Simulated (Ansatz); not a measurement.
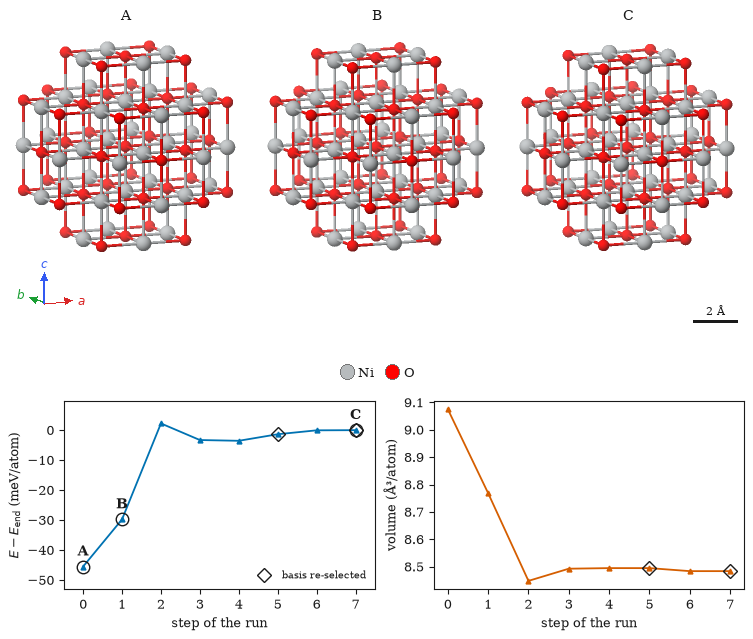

Frames of a relaxation of crystalline NiO (set up in Fm-3m), marked on the history of the run. A ball-and-stick model of the conventional cell (4 times the calculation's cell), seen slightly off an axis. Lengths and directions refer to the drawn axes.

The run lets cell and atoms move.

The calculation used Ansatz 0.2.0, Kohn-Sham DFT of a periodic cell, PBE, Ansatz PAW.

Input file:
```yaml
crystal:
  lattice:
    - [0.0, 2.0859016414, 2.0859016414]
    - [2.0859016414, 0.0, 2.0859016414]
    - [2.0859016414, 2.0859016414, 0.0]
  atoms:
    - { symbol: Ni, position: [0.0, 0.0, 0.0], spin: 1.0 }
    - { symbol: O, position: [0.5, 0.5, 0.5] }
hamiltonian:
  xc: pbe
  pseudopotentials: { kind: paw }
magnetization:
  spin_polarized: true
kpoints:
  mp_grid: { grid: [11, 11, 11] }
scf:
  occupations: { method: fermi_dirac, width: 0.05 }
output:
  forces: true
  stress: true
  eigenvalues: true
relax:
  f_tol: 0.01
  max_steps: 40
  cell: { stress_tol: 0.05, p_target: 20.0 }
```

Launched with:
```bash
ansatz run input.yaml --threads 2 --pin off --max-ram 5632MiB --backend cpu --events-out ev --progress --plain --runs-dir out
```

What happens along the run?

Answer. After 5 accepted moves (7 points after the start) the energy has risen by 45.5 meV per atom. With the target pressure of 20 GPa, the enthalpy E + pV changes by −28.4 meV per atom. All forces vanish by symmetry, so only the cell relaxes. The pressure goes from 5.71 to 19.99 GPa. At 2 points the geometry stayed and the basis and grid were re-selected for the new cell (energy shift of 2.2 meV per atom at most each time). The atoms keep their places relative to the cell (all moves are under 0.005 Å). Cell: a = b = c 4.172 → 4.079 Å (−2.2 %). Volume −6.5 %. Some distances before and after: Ni–O 2.086 → 2.040 Å. The space group stays Fm-3m (No. 225). The run took 11 s on 2 threads of Arm Neoverse V2 (shared host), peak memory 0.3 GiB. From step 0 to 1: volume −3.4 %, energy +15.7 meV per atom. From step 1 to 7: volume −3.3 %, energy +29.8 meV per atom.

Limits of the set-up: only the magnetic order of this start and cell was tried (total moment 1.5 μB per cell).
